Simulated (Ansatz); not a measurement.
**Geometry relaxation of C (part 1 of 3)**

System: C (12 atoms in the cell).
Method: DFT PBE, scalar-relativistic, plane waves, PAW, no spin polarisation (Ansatz 0.2.0).

The structure derives from a Materials Project entry.

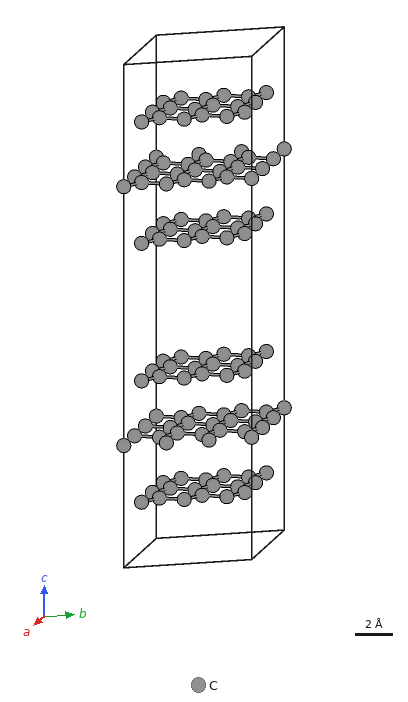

The input geometry (ball-and-stick view of the 3 × 3 repeat of the cell, with the vacuum cut short, seen slightly off an axis). An atom can appear more than once, as a periodic image.

### Input file
```yaml
crystal:
  lattice:
    - [2.4562499605, 0.0, 0.0]
    - [-1.2281249803, 2.1271748638, 0.0]
    - [0.0, 0.0, 29.4918787]
  atoms:
    - { symbol: C, position: [0.66666667, 0.33333333, 0.9983718] }
    - { symbol: C, position: [0.66666667, 0.33333333, 0.49837191] }
    - { symbol: C, position: [0.66666667, 0.33333333, 0.73278795] }
    - { symbol: C, position: [0.66666667, 0.33333333, 0.23279033] }
    - { symbol: C, position: [0.0, 0.0, 0.61583799] }
    - { symbol: C, position: [0.33333333, 0.66666667, 0.23278795] }
    - { symbol: C, position: [0.0, 0.0, 0.11583799] }
    - { symbol: C, position: [0.66666667, 0.33333333, 0.61584001] }
    - { symbol: C, position: [0.33333333, 0.66666667, 0.73279033] }
    - { symbol: C, position: [0.33333333, 0.66666667, 0.11584001] }
    - { symbol: C, position: [0.33333333, 0.66666667, 0.4983718] }
    - { symbol: C, position: [0.33333333, 0.66666667, 0.99837191] }
basis:
  ecutwfc: 420
kpoints:
  mp_grid: { grid: [18, 18, 2] }
hamiltonian:
  xc: pbe
scf:
  occupations: { method: gaussian, width: 0.1 }
output:
  forces: true
  stress: true
  eigenvalues: true
  write_density: true
  write_potential: true
  elf: true
  volumetric_format: npy
relax:
  adjacent_minimum: "off"
  f_tol: 0.005
  max_steps: 80
  cell: { stress_tol: 0.05 }
```

Machine: 2 threads of Intel Xeon @ 2.50GHz (Skylake/Cascade Lake), 192 GiB of memory available, shared host.

Command:
```bash
ansatz run input.yaml --threads 2 --pin off --max-ram 5120MiB --backend cpu --events-out ev --progress --plain --runs-dir out
```

### Log
```
Engine: ansatz 0.2.0, x86_64-unknown-linux-gnu
Pseudopotentials: kind: paw
Pseudopotential: C, paw, valence charge 4, recommended cutoff 420 eV (normal), C.paw.azcp
Functional definition: PBE
  parameter kappa = 0.804
  parameter beta = 0.06672455060314922
  exchange = pbe_x(kappa = kappa, mu = beta*pi^2/3)
  correlation = pbe_c(beta = beta)
Crystal: 12 atoms, lattice volume = 154.091 Å³
Basis set: ecut = 420 eV, 2913 PW (Γ), exchange–correlation on 36×36×400 points (8 copies of the dense FFT grid, shifted against one another)
Bands: 36, of which v1, the nominal top of the filled ones, is band 24 counted from 1 (23 counted from 0)
Symmetry: 12 space group operations
Space group: P63mc (ITA 186), of the structure as read, at distance tolerance 5.4e-5 Å
k-points: 74 of 648
Non-local potential: C, projectors of the file, l = 0: 2, l = 1: 2, l = 2: 1
PAW form: soft (Blöchl's): semilocal exchange-correlation on the pseudo side does not see the compensation charge
PAW one-centre angular grid: C, 110 points (default); XC on 64 Gauss nodes
Initial density: superposition of atomic densities (neutral atoms: chi_scale 0, normalization atom), corrected by the library's trained network
Initial wavefunctions: pseudopotential atomic-orbital guess
Functional: x = pbe(κ = 0.804, μ = 0.2195149727645171), c = pbe(β = 0.06672455060314922)
SCF iter   1: F=—  HF=-3011.222992 eV  |F-HF|=—  |Δ(HF+E_count)|=         —  Δρ=2.72e-3  dr2=1.26e-2  ethr=1.77e-3  ⟨swp⟩=12.7  Hψ=17443  notcnv=0  defer=54
preconditioner: auto → LDOS  [metal: Δε(μ)=0.026 eV  Ē_g=15.445 eV  σ=0.100 eV  W_gap=0.14  n_scr=20 (ndim 8)  ℏωp=20.7 eV  f_vac=0.307  D(μ)=0.54/eV (n_scr^D=6)  β→1.0]
SCF iter   2: F=—  HF=-3011.224247 eV  |F-HF|=—  |Δ(HF+E_count)|=   1.25e-3  Δρ=9.51e-4  dr2=2.93e-3  ethr=2.62e-5  ⟨swp⟩=2.5  Hψ=5293  notcnv=0  defer=244
SCF iter   3: F=—  HF=-3011.223319 eV  |F-HF|=—  |Δ(HF+E_count)|=   9.28e-4  Δρ=2.68e-4  dr2=4.05e-4  ethr=6.11e-6  ⟨swp⟩=2.2  Hψ=3993  notcnv=0  defer=244
SCF iter   4: F=—  HF=-3011.223263 eV  |F-HF|=—  |Δ(HF+E_count)|=   5.61e-5  Δρ=6.48e-5  dr2=3.59e-6  ethr=8.44e-7  ⟨swp⟩=2.0  Hψ=3223  notcnv=0  defer=244
SCF iter   5: F=—  HF=-3011.223249 eV  |F-HF|=—  |Δ(HF+E_count)|=   1.36e-5  Δρ=3.06e-5  dr2=1.24e-6  ethr=7.48e-9  ⟨swp⟩=2.0  Hψ=4231  notcnv=0  defer=235
iter 6 did not close the SCF: its close was put off until two iterations running show no level that it waits for move by more than its bar (scf_convergence_deferred on its scf_iter line)
SCF iter   6: F=-3011.223249 eV  HF=-3011.223249 eV  |F-HF|=4.72e-8  |Δ(HF+E_count)|=   1.27e-7  Δρ=4.13e-6  dr2=1.82e-8  ethr=2.08e-10  ⟨swp⟩=33.6  Hψ=29077  notcnv=0
iter 7 did not close the SCF: its close was put off until two iterations running show no level that it waits for move by more than its bar (scf_convergence_deferred on its scf_iter line)
SCF iter   7: F=-3011.223249 eV  HF=-3011.223249 eV  |F-HF|=5.54e-9  |Δ(HF+E_count)|=   5.27e-8  Δρ=1.08e-6  dr2=8.60e-10  ethr=3.79e-11  ⟨swp⟩=16.5  Hψ=18688  notcnv=0
iter 8 did not close the SCF: its close was put off until two iterations running show no level that it waits for move by more than its bar (scf_convergence_deferred on its scf_iter line)
SCF iter   8: F=-3011.223249 eV  HF=-3011.223249 eV  |F-HF|=5.14e-11  |Δ(HF+E_count)|=   6.16e-9  Δρ=3.36e-7  dr2=1.54e-10  ethr=1.79e-12  ⟨swp⟩=11.9  Hψ=15867  notcnv=0
SCF iter   9: F=-3011.223249 eV  HF=-3011.223249 eV  |F-HF|=5.91e-12  |Δ(HF+E_count)|=  1.82e-11  Δρ=5.63e-8  dr2=3.23e-12  ethr=1.00e-12  ⟨swp⟩=9.6  Hψ=13583  notcnv=0
the search or the solves at the SCF's close seem to have found levels that the self-consistency loop had missed (the run counts 2). By its estimate they hold under 1e-12 electrons; where the run keeps them, the occupations were computed again with them
SCF 1 converged in 9 iterations: F = -3011.223249 eV  dr2 = 3.23e-12
  greatest PAW one-centre occupation: 0.675 electrons in one spin orbital (limit 2), on the C atom at site 9 (counted from 0), in its partial waves of l = 0
relax step   1: F+E_penalty+E_count = -3011.22324905 eV  Δ(F+E_penalty+E_count) = +0.000e0 eV  max|allowed force component| = 4.590e-2 eV/Å  Δτ_max = 0.0000 Å  P = +2.689 GPa  Ω = 154.091 Å³  (9 SCF iters, accepted)
Crystal: 12 atoms, lattice volume = 160.052 Å³
Basis set: ecut = 420 eV, 3023 PW (Γ), exchange–correlation on 36×36×400 points (8 copies of the dense FFT grid, shifted against one another)
Initial density: handed on by an earlier stage of this run
Initial wavefunctions: those handed on with the density
SCF iter   1: F=—  HF=-3012.253941 eV  |F-HF|=—  |Δ(HF+E_count)|=         —  Δρ=4.79e-2  dr2=3.36e0  ethr=3.10e-3  ⟨swp⟩=8.9  Hψ=12068  notcnv=0  defer=37
preconditioner: auto → LDOS  [metal: Δε(μ)=0.069 eV  Ē_g=15.177 eV  σ=0.100 eV  W_gap=0.36  n_scr=20 (ndim 8)  ℏωp=20.3 eV  f_vac=0.345  D(μ)=0.51/eV (n_scr^D=6)  β→1.0]
SCF iter   2: F=—  HF=-3012.541033 eV  |F-HF|=—  |Δ(HF+E_count)|=   2.87e-1  Δρ=2.82e-2  dr2=4.58e0  ethr=3.10e-3  ⟨swp⟩=3.7  Hψ=6403  notcnv=0  defer=412
SCF iter   3: F=—  HF=-3011.285726 eV  |F-HF|=—  |Δ(HF+E_count)|=    1.26e0  Δρ=4.62e-3  dr2=4.19e-2  ethr=3.10e-3  ⟨swp⟩=3.1  Hψ=5534  notcnv=0  defer=431
SCF iter   4: F=—  HF=-3011.274653 eV  |F-HF|=—  |Δ(HF+E_count)|=   1.11e-2  Δρ=8.55e-4  dr2=6.16e-4  ethr=8.73e-5  ⟨swp⟩=2.2  Hψ=4322  notcnv=0  defer=431
SCF iter   5: F=—  HF=-3011.274950 eV  |F-HF|=—  |Δ(HF+E_count)|=   2.97e-4  Δρ=4.80e-4  dr2=3.23e-4  ethr=1.28e-6  ⟨swp⟩=2.0  Hψ=4126  notcnv=0  defer=431
SCF iter   6: F=—  HF=-3011.274880 eV  |F-HF|=—  |Δ(HF+E_count)|=   6.96e-5  Δρ=7.45e-5  dr2=7.12e-6  ethr=6.74e-7  ⟨swp⟩=2.0  Hψ=3676  notcnv=0  defer=431
SCF iter   7: F=-3011.274881 eV  HF=-3011.274882 eV  |F-HF|=6.02e-7  |Δ(HF+E_count)|=   1.34e-6  Δρ=2.91e-5  dr2=1.15e-6  ethr=2.50e-9  ⟨swp⟩=35.0  Hψ=28301  notcnv=0
SCF 2 converged in 7 iterations: F = -3011.274881 eV  dr2 = 1.15e-6
  greatest PAW one-centre occupation: 0.673 electrons in one spin orbital (limit 2), on the C atom at site 9 (counted from 0), in its partial waves of l = 0
relax step   2: F+E_penalty+E_count = -3011.27488120 eV  Δ(F+E_penalty+E_count) = -5.163e-2 eV  max|allowed force component| = 1.751e-2 eV/Å  Δτ_max = 0.1950 Å  P = +0.712 GPa  Ω = 160.052 Å³  energy of the carried Pulay correction = -1.382e-2 eV  (7 SCF iters, dr2 threshold 1.20e-6 eV, accepted)
Crystal: 12 atoms, lattice volume = 160.262 Å³
Basis set: ecut = 420 eV, 3035 PW (Γ), exchange–correlation on 36×36×400 points (8 copies of the dense FFT grid, shifted against one another)
iter 1 solved again at ethr=1.91e-3 eV; its pass at ethr=3.10e-3 eV (dr2=9.16e-1 eV) is discarded
SCF iter   1: F=—  HF=-3011.556695 eV  |F-HF|=—  |Δ(HF+E_count)|=         —  Δρ=2.63e-2  dr2=9.33e-1  ethr=1.91e-3  ⟨swp⟩=1.5  Hψ=13473  notcnv=0  defer=2
preconditioner: auto → LDOS  [metal: Δε(μ)=0.014 eV  Ē_g=15.199 eV  σ=0.100 eV  W_gap=0.08  n_scr=20 (ndim 8)  ℏωp=20.3 eV  f_vac=0.331  D(μ)=0.56/eV (n_scr^D=6)  β→1.0]
SCF iter   2: F=—  HF=-3011.617738 eV  |F-HF|=—  |Δ(HF+E_count)|=   6.10e-2  Δρ=1.46e-2  dr2=1.16e0  ethr=1.91e-3  ⟨swp⟩=3.7  Hψ=8035  notcnv=0  defer=269
SCF iter   3: F=—  HF=-3011.288956 eV  |F-HF|=—  |Δ(HF+E_count)|=   3.29e-1  Δρ=2.23e-3  dr2=2.28e-2  ethr=1.91e-3  ⟨swp⟩=2.7  Hψ=4628  notcnv=0  defer=383
SCF iter   4: F=—  HF=-3011.285070 eV  |F-HF|=—  |Δ(HF+E_count)|=   3.89e-3  Δρ=8.99e-4  dr2=3.32e-3  ethr=4.74e-5  ⟨swp⟩=2.3  Hψ=3974  notcnv=0  defer=427
SCF iter   5: F=—  HF=-3011.284354 eV  |F-HF|=—  |Δ(HF+E_count)|=   7.16e-4  Δρ=2.79e-4  dr2=4.57e-5  ethr=6.92e-6  ⟨swp⟩=2.3  Hψ=2965  notcnv=0  defer=427
SCF iter   6: F=—  HF=-3011.284347 eV  |F-HF|=—  |Δ(HF+E_count)|=   7.92e-6  Δρ=9.96e-5  dr2=1.92e-5  ethr=9.51e-8  ⟨swp⟩=2.0  Hψ=4397  notcnv=0  defer=427
iter 7 did not close the SCF: its close was put off until two iterations running show no level that it waits for move by more than its bar (scf_convergence_deferred on its scf_iter line)
SCF iter   7: F=-3011.284342 eV  HF=-3011.284342 eV  |F-HF|=5.10e-7  |Δ(HF+E_count)|=   4.13e-6  Δρ=2.47e-5  dr2=1.01e-6  ethr=2.50e-9  ⟨swp⟩=28.0  Hψ=27522  notcnv=0
iter 8 did not close the SCF: its close was put off until two iterations running show no level that it waits for move by more than its bar (scf_convergence_deferred on its scf_iter line)
SCF iter   8: F=-3011.284342 eV  HF=-3011.284342 eV  |F-HF|=1.28e-7  |Δ(HF+E_count)|=   2.80e-8  Δρ=8.19e-6  dr2=1.73e-7  ethr=2.10e-9  ⟨swp⟩=11.9  Hψ=19570  notcnv=0
SCF iter   9: F=-3011.284342 eV  HF=-3011.284342 eV  |F-HF|=1.97e-8  |Δ(HF+E_count)|=   2.26e-8  Δρ=3.44e-6  dr2=2.61e-8  ethr=3.60e-10  ⟨swp⟩=7.8  Hψ=17522  notcnv=0
SCF 3 converged in 9 iterations: F = -3011.284342 eV  dr2 = 2.61e-8
  greatest PAW one-centre occupation: 0.672 electrons in one spin orbital (limit 2), on the C atom at site 9 (counted from 0), in its partial waves of l = 0
relax step   3: F+E_penalty+E_count = -3011.28434241 eV  Δ(F+E_penalty+E_count) = -9.461e-3 eV  max|allowed force component| = 1.151e-2 eV/Å  Δτ_max = 0.1098 Å  P = +0.038 GPa  Ω = 160.262 Å³  energy of the carried Pulay correction = -1.430e-2 eV  (9 SCF iters, dr2 threshold 1.20e-6 eV, accepted)
Crystal: 12 atoms, lattice volume = 158.828 Å³
Basis set: ecut = 420 eV, 2999 PW (Γ), exchange–correlation on 36×36×400 points (8 copies of the dense FFT grid, shifted against one another)
SCF iter   1: F=—  HF=-3012.156019 eV  |F-HF|=—  |Δ(HF+E_count)|=         —  Δρ=4.62e-2  dr2=2.86e0  ethr=3.10e-3  ⟨swp⟩=8.1  Hψ=11979  notcnv=0  defer=51
preconditioner: auto → LDOS  [metal: Δε(μ)=0.046 eV  Ē_g=15.238 eV  σ=0.100 eV  W_gap=0.25  n_scr=20 (ndim 8)  ℏωp=20.4 eV  f_vac=0.334  D(μ)=0.57/eV (n_scr^D=6)  β→1.0]
SCF iter   2: F=—  HF=-3012.275540 eV  |F-HF|=—  |Δ(HF+E_count)|=   1.20e-1  Δρ=2.54e-2  dr2=3.45e0  ethr=3.10e-3  ⟨swp⟩=3.3  Hψ=6098  notcnv=0  defer=425
SCF iter   3: F=—  HF=-3011.310636 eV  |F-HF|=—  |Δ(HF+E_count)|=   9.65e-1  Δρ=4.03e-3  dr2=5.38e-2  ethr=3.10e-3  ⟨swp⟩=3.1  Hψ=5514  notcnv=0  defer=400
SCF iter   4: F=—  HF=-3011.299231 eV  |F-HF|=—  |Δ(HF+E_count)|=   1.14e-2  Δρ=1.32e-3  dr2=8.16e-3  ethr=1.12e-4  ⟨swp⟩=2.1  Hψ=3982  notcnv=0  defer=421
SCF iter   5: F=—  HF=-3011.297314 eV  |F-HF|=—  |Δ(HF+E_count)|=   1.92e-3  Δρ=4.38e-4  dr2=1.10e-4  ethr=1.70e-5  ⟨swp⟩=1.7  Hψ=2990  notcnv=0  defer=424
SCF iter   6: F=—  HF=-3011.297375 eV  |F-HF|=—  |Δ(HF+E_count)|=   6.13e-5  Δρ=1.27e-4  dr2=2.68e-5  ethr=2.29e-7  ⟨swp⟩=2.4  Hψ=4112  notcnv=0  defer=421
SCF iter   7: F=—  HF=-3011.297422 eV  |F-HF|=—  |Δ(HF+E_count)|=   4.68e-5  Δρ=3.59e-5  dr2=1.35e-6  ethr=5.57e-8  ⟨swp⟩=2.2  Hψ=3650  notcnv=0  defer=421
SCF iter   8: F=—  HF=-3011.297422 eV  |F-HF|=—  |Δ(HF+E_count)|=   8.79e-7  Δρ=6.83e-6  dr2=1.05e-7  ethr=2.81e-9  ⟨swp⟩=2.2  Hψ=3915  notcnv=0  defer=421
SCF iter   9: F=-3011.297422 eV  HF=-3011.297422 eV  |F-HF|=5.55e-9  |Δ(HF+E_count)|=   1.08e-8  Δρ=2.09e-6  dr2=8.41e-9  ethr=5.93e-11  ⟨swp⟩=28.2  Hψ=23389  notcnv=0
SCF 4 converged in 9 iterations: F = -3011.297422 eV  dr2 = 8.41e-9
relax step   4: F+E_penalty+E_count = -3011.29742241 eV  Δ(F+E_penalty+E_count) = -1.308e-2 eV  max|allowed force component| = 4.574e-3 eV/Å  Δτ_max = 0.1952 Å  P = -0.275 GPa  Ω = 158.828 Å³  energy of the carried Pulay correction = -1.103e-2 eV  (9 SCF iters, dr2 threshold 2.85e-8 eV, accepted)
Crystal: 12 atoms, lattice volume = 156.505 Å³
Basis set: ecut = 420 eV, 2961 PW (Γ), exchange–correlation on 36×36×400 points (8 copies of the dense FFT grid, shifted against one another)
SCF iter   1: F=—  HF=-3012.141025 eV  |F-HF|=—  |Δ(HF+E_count)|=         —  Δρ=4.59e-2  dr2=2.76e0  ethr=3.10e-3  ⟨swp⟩=8.5  Hψ=11954  notcnv=0  defer=50
preconditioner: auto → LDOS  [metal: Δε(μ)=0.043 eV  Ē_g=15.251 eV  σ=0.100 eV  W_gap=0.24  n_scr=20 (ndim 8)  ℏωp=20.6 eV  f_vac=0.327  D(μ)=0.62/eV (n_scr^D=8)  β→1.0]
SCF iter   2: F=—  HF=-3012.203959 eV  |F-HF|=—  |Δ(HF+E_count)|=   6.29e-2  Δρ=2.47e-2  dr2=3.15e0  ethr=3.10e-3  ⟨swp⟩=3.3  Hψ=6057  notcnv=0  defer=421
SCF iter   3: F=—  HF=-3011.322305 eV  |F-HF|=—  |Δ(HF+E_count)|=   8.82e-1  Δρ=3.87e-3  dr2=5.47e-2  ethr=3.10e-3  ⟨swp⟩=3.2  Hψ=5743  notcnv=0  defer=397
SCF iter   4: F=—  HF=-3011.311042 eV  |F-HF|=—  |Δ(HF+E_count)|=   1.13e-2  Δρ=1.43e-3  dr2=1.18e-2  ethr=1.14e-4  ⟨swp⟩=2.1  Hψ=4074  notcnv=0  defer=403
SCF iter   5: F=—  HF=-3011.308137 eV  |F-HF|=—  |Δ(HF+E_count)|=   2.91e-3  Δρ=4.92e-4  dr2=1.57e-4  ethr=2.45e-5  ⟨swp⟩=1.6  Hψ=2725  notcnv=0  defer=400
SCF iter   6: F=—  HF=-3011.308302 eV  |F-HF|=—  |Δ(HF+E_count)|=   1.65e-4  Δρ=1.37e-4  dr2=2.36e-5  ethr=3.27e-7  ⟨swp⟩=2.1  Hψ=4234  notcnv=0  defer=424
SCF iter   7: F=—  HF=-3011.308305 eV  |F-HF|=—  |Δ(HF+E_count)|=   3.06e-6  Δρ=3.79e-5  dr2=3.22e-6  ethr=4.91e-8  ⟨swp⟩=2.0  Hψ=3830  notcnv=0  defer=424
SCF iter   8: F=—  HF=-3011.308306 eV  |F-HF|=—  |Δ(HF+E_count)|=   5.11e-7  Δρ=9.58e-6  dr2=8.45e-7  ethr=6.72e-9  ⟨swp⟩=2.2  Hψ=3659  notcnv=0  defer=424
SCF iter   9: F=-3011.308306 eV  HF=-3011.308306 eV  |F-HF|=6.19e-8  |Δ(HF+E_count)|=   1.32e-7  Δρ=3.37e-6  dr2=6.98e-8  ethr=6.38e-10  ⟨swp⟩=28.1  Hψ=23570  notcnv=0
SCF 5 converged in 9 iterations: F = -3011.308306 eV  dr2 = 6.98e-8
relax step   5: F+E_penalty+E_count = -3011.30830551 eV  Δ(F+E_penalty+E_count) = -1.088e-2 eV  max|allowed force component| = 4.325e-3 eV/Å  Δτ_max = 0.1906 Å  P = -0.146 GPa  Ω = 156.505 Å³  energy of the carried Pulay correction = -5.661e-3 eV  (9 SCF iters, dr2 threshold 3.06e-7 eV, accepted)
Crystal: 12 atoms, lattice volume = 154.184 Å³
Basis set: ecut = 420 eV, 2887 PW (Γ), exchange–correlation on 36×36×400 points (8 copies of the dense FFT grid, shifted against one another)
```
